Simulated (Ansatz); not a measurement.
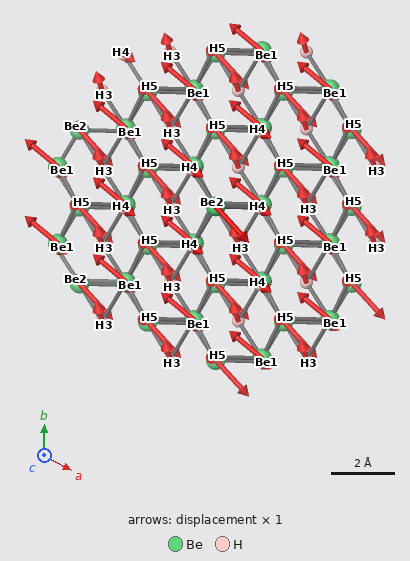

This is a relaxation of crystalline Be₂H₃ (built on the A-type sesquioxide_164 type) (coarse preliminary run). The starting structure is drawn; red arrows show the displacements (the part carried along by the change of the cell is left out), at their true length.

The picture is a ball-and-stick view of the atoms within 5.8 Å of the atom that moves most (axes of the cell of the calculation), seen along the c axis.

Level of theory: Ansatz 0.2.0, DFT PBE, scalar-relativistic, plane waves, PAW.

Input file:
```yaml
crystal:
  lattice:
    - [2.4925101202, 0.0260792162, -0.0061535438]
    - [-1.2236697963, 2.1261142074, -0.0217722928]
    - [-0.0141367823, -0.065918101, 5.6736417282]
  atoms:
    - { symbol: Be, position: [0.3554884671, 0.6903003672, 0.1893047544] }
    - { symbol: Be, position: [0.6747931819, 0.3265539356, 0.815863331] }
    - { symbol: H, position: [0.0072655764, 0.0008130043, 1.0004524549] }
    - { symbol: H, position: [0.3241995961, 0.6329441901, 0.6731080392] }
    - { symbol: H, position: [0.6382531785, 0.3493885028, 0.3212714205] }
basis:
  ecutwfc: 420
kpoints:
  mp_grid: { grid: [12, 12, 4] }
hamiltonian:
  xc: pbe
scf:
  occupations: { method: gaussian, width: 0.1 }
output:
  forces: true
  stress: true
  eigenvalues: true
relax:
  adjacent_minimum: "off"
  f_tol: 0.015
  max_steps: 120
  cell: { stress_tol: 0.15 }
```

Run as
```bash
ansatz run input.yaml --threads 1 --pin off --max-ram 2560MiB --backend cpu --events-out ev --progress --plain --runs-dir out
```

> What did the optimiser do to the structure, and how much energy did it gain?

Over 30 accepted moves (33 points after the start) the energy falls by 1.439 eV per cell of the calculation. Largest force component: 0.31 eV/Å at the start, 0.0067 eV/Å at the end. Pressure: −0.90 GPa at the start and −0.01 GPa at the end. The line search rejected the trial step at point 5 of the run. At 2 points the geometry stayed and the basis and grid were re-selected for the new cell (energy shift of 0.150 eV per cell of the calculation at most each time). The largest move relative to the cell is that of Be2, 1.60 Å roughly along [2 −1 0]. Largest moves by element: Be 1.60 Å, H 0.78 Å. The volume changes by +51.0 %, with a 2.493 → 3.882 Å (+55.7 %), b 2.453 → 3.179 Å (+29.6 %), c 5.674 → 6.410 Å (+13.0 %), α 91.0° → 90.3°, β 90.3° → 91.6°, γ 119.3° → 144.7°. Some distances before and after: Be1–H5 1.533 → 3.490 Å, Be2–H4 1.626 → 3.481 Å, Be2–H3 1.758 → 1.401 Å, Be1–H5 (another image) 1.740 → 1.449 Å. Bonds break: Be1–H5 (1.53 → 3.49 Å). The space group stays P1 (No. 1).
